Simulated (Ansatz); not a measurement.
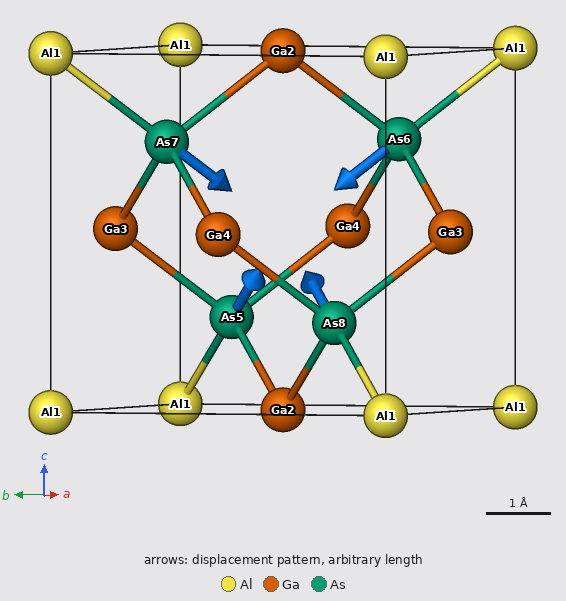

One vibrational mode of a crystal of AlGa$_{3}$As$_{4}$ (a generated structure) at the zone centre. The blue arrows are the displacements of the atoms (eigenvector over the root of the mass), of arbitrary overall length and sign. The picture is a ball-and-stick view of the cell of the calculation, seen from a free direction.

Level of theory: DFT PBEsol, scalar-relativistic, plane waves, PAW in Ansatz. Settings: plane-wave cutoff 420 eV; k-point mesh 6 × 6 × 6; occupations fixed; no spin polarisation.

Frequencies are those without the non-analytic (LO–TO) term.

> What mode is this, and where does it lie in the spectrum?

This is the A₁ mode at 218 cm⁻¹, optical level 4 of 8, counted from below, Raman-active by symmetry. The Al and Ga atoms stay at rest; atoms of one kind move against one another, with no net shift of their sublattice; it stretches the shortest Al–As bonds (2.45 Å).
